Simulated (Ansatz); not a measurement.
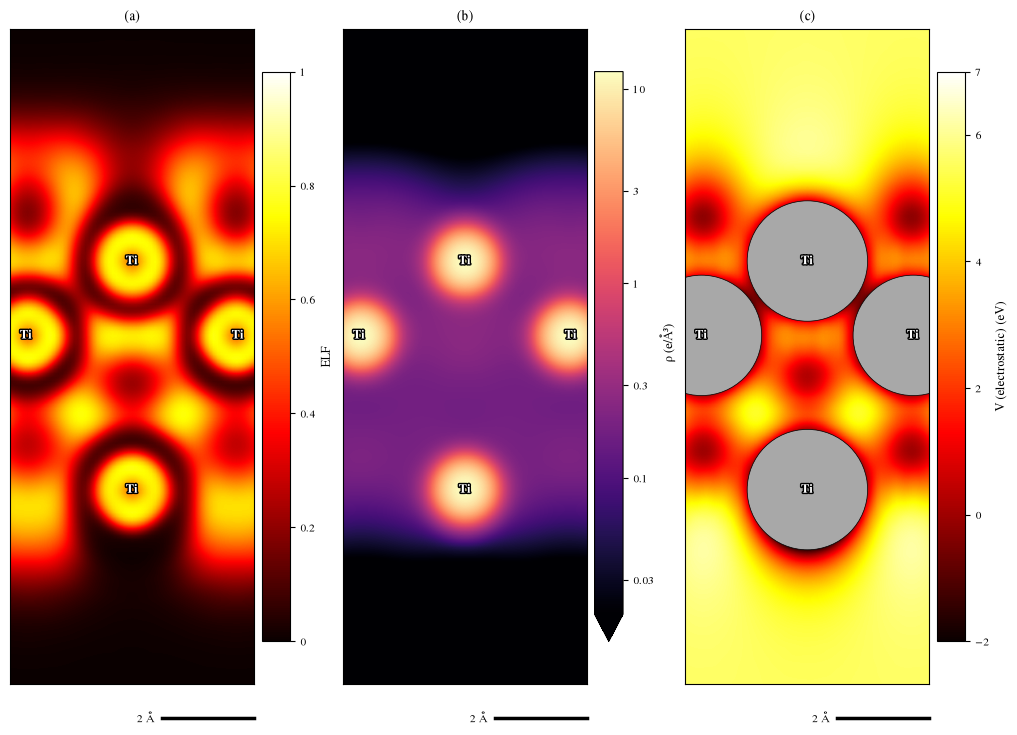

*Ti (slab). (a) electron localisation function; (b) valence charge density (pseudo); (c) electrostatic potential energy of an electron on the (100) plane of the calculation cell, a cut from vacuum to vacuum. Grey discs cover the atomic cores in the potential map.*

Not relaxed (largest force 0.3 eV/Å); computed without spin polarisation; PAW files of the earlier set (soft_1).

Computed with DFT PBE+D3(BJ), scalar-relativistic, plane waves, PAW in Ansatz.

Core electrons are frozen (PAW), and the valence fields are smoothed inside the atomic spheres.

The calculation's input:

```
crystal:
  lattice:
    - [5.7723543929, 0.0, 0.0]
    - [0.0, 4.5739693188, 0.0]
    - [0.0, 0.0, 24.6019455519]
  atoms:
    - { symbol: Ti, position: [0.0, 0.75, 0.1625887673] }
    - { symbol: Ti, position: [0.5, 0.75, 0.1625887673] }
    - { symbol: Ti, position: [0.25, 0.25, 0.1964546902] }
    - { symbol: Ti, position: [0.75, 0.25, 0.1964546902] }
    - { symbol: Ti, position: [0.25, 0.75, 0.264186536] }
    - { symbol: Ti, position: [0.75, 0.75, 0.264186536] }
    - { symbol: Ti, position: [0.0, 0.25, 0.2979683293] }
    - { symbol: Ti, position: [0.5, 0.25, 0.2979683293] }
    - { symbol: Ti, position: [0.0, 0.75, 0.3632360283] }
    - { symbol: Ti, position: [0.5, 0.75, 0.3632360283] }
    - { symbol: Ti, position: [0.25, 0.25, 0.3963892015] }
    - { symbol: Ti, position: [0.75, 0.25, 0.3963892015] }
basis:
  ecutwfc: 420
kpoints:
  mp_grid: { grid: [5, 6, 1] }
hamiltonian:
  xc: pbe
  pseudopotentials: { kind: paw, azcp: { folder: soft_1 } }
  dispersion: d3bj
scf:
  occupations: { method: gaussian, width: 0.1 }
output:
  forces: true
  eigenvalues: true
  write_density: true
  write_potential: true
  elf: true
  volumetric_format: npy
efield:
  axis: 3
  dipole_correction: true
  ramp_width: 0.04
```

Command:

```sh
ansatz run input.yaml --threads 4 --pin off --max-ram 12288MiB --backend cpu --events-out ev --progress --plain --runs-dir out
```

Interpret the plot.

- The section cuts through Ti sites.
- Ti–Ti (2.79 Å): ρ is about 0.22 e/Å³ halfway; the ELF is about 0.20 at the midpoint: no shared electron pair shows on this line.
- The density dies away to nearly zero in the vacuum.
- The features right at Ti lie inside the PAW spheres, where the map follows smoothed inner orbitals and isn't to be read closely.
